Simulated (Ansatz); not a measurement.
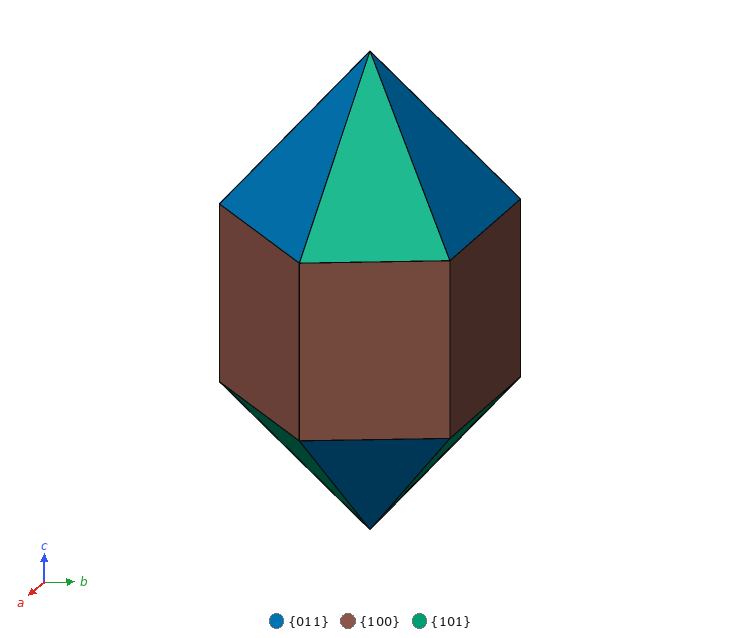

Se, space group P3_121 (No. 152), a = 4.488 Å, b = 4.488 Å, c = 5.057 Å, α = 90.00°, β = 90.00°, γ = 120.00°. The shape was computed with the Donnay–Harker form of the Bravais–Friedel law: planes with larger spacing d grow more slowly and so show as larger faces; centring, glide planes and screw axes halve or divide d. The structure is a calculation's input; it may be strained or unrelaxed. Forms under 0.4 % of the area are left out. Forms are taken in the Laue class: a face and its opposite count as one form.

How many faces does the whole crystal have, by form?

Answer. 18 faces: 6 of {100}, 6 of {011} and 6 of {101}.

Which form makes up most of the surface, and how much?

Answer. {100}, with 6 faces and about 48 % of the area; its spacing is d = 3.887 Å.

List the forms with their spacings and shares.

Answer.
```tsv
form	faces	d (Å)	share of area (%)
{100}	6	3.887	48.4
{011}	6	3.082	25.8
{101}	6	3.082	25.8
```
